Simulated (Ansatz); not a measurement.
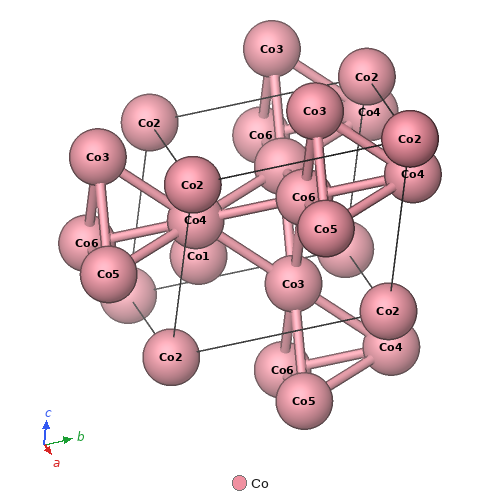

The system is Co (Fd-3m, No. 227; 6 atoms in the cell); the picture shows the reference structure. The energy is mapped over volume and the cell's shape. First axis: volume per atom. Second axis: c/a of the conventional cell. Nothing is relaxed (symmetry fixes all fractional coordinates). Grid: 7 × 7 points. Points are written as (first, second). All energies are given in meV/atom relative to the lowest grid point. The electronic state followed may not be the lowest one. Computed with Ansatz, DFT PBE, scalar-relativistic, plane waves, PAW. Settings: cutoff 520 eV, k-mesh 12×12×12, gaussian smearing 0.15 eV, spin-polarised.

Its coordinates:

```
CELL_PARAMETERS angstrom
0.00000 3.25569 3.25569
3.25569 0.00000 3.25569
3.25569 3.25569 0.00000
ATOMIC_POSITIONS crystal
Co 0.25000 0.25000 0.25000
Co 0.00000 0.00000 0.00000
Co 0.62500 0.62500 0.12500
Co 0.62500 0.12500 0.62500
Co 0.12500 0.62500 0.62500
Co 0.62500 0.62500 0.62500
```

Range: volume per atom from 10.12 to 12.88 Å³; c/a of the conventional cell from 0.923 to 1.083.

What will the energy surface look like?

Answer. The lowest grid point is at (11.50 Å³, 1.000). It is the only kind of minimum in the scanned range. The highest grid point, (10.12 Å³, 0.923), lies 152 meV/atom above the lowest. Round the minimum the two coordinates are nearly uncoupled.

```
c/a of the conventional cell ↓, volume per atom →  10.12  10.58  11.04  11.50  11.96  12.42  12.88
                                            1.083    152     76     35     21     29     55     95
                                            1.055    136     62     22      9     18     45     86
                                            1.027    127     54     14      2     12     39     81
                                            1.000    124     51     12      0     10     37     79
                                            0.974    127     54     15      2     12     39     81
                                            0.948    137     62     22      9     19     45     86
                                            0.923    152     77     36     22     30     56     96
```

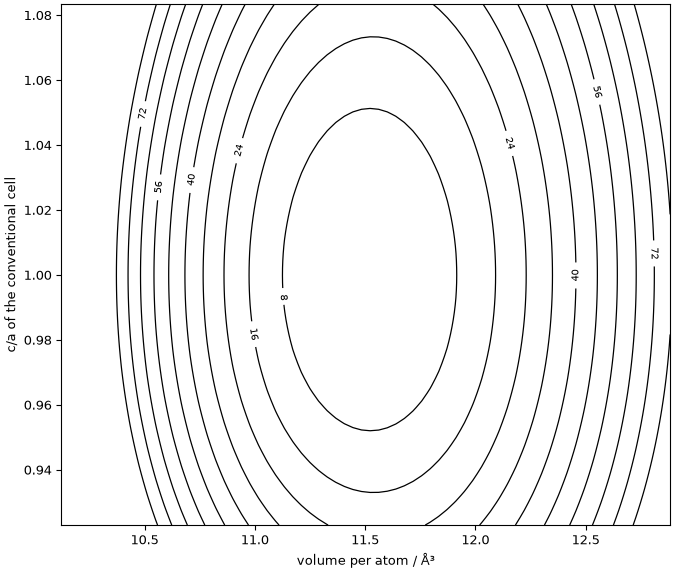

Drawn: contour lines labelled in meV/atom (none above 80). Between grid points the surface is interpolated.

Each point was launched as `ansatz run input.yaml --threads 4 --pin off --max-ram 8192MiB --backend cpu --events-out ev --progress --plain --runs-dir out`. Time for the 49 points that were run: 21 min on 4 threads of Intel(R) Xeon(R) 6975P-C (Granite Rapids) (shared host).

PAW datasets: the set soft_1.
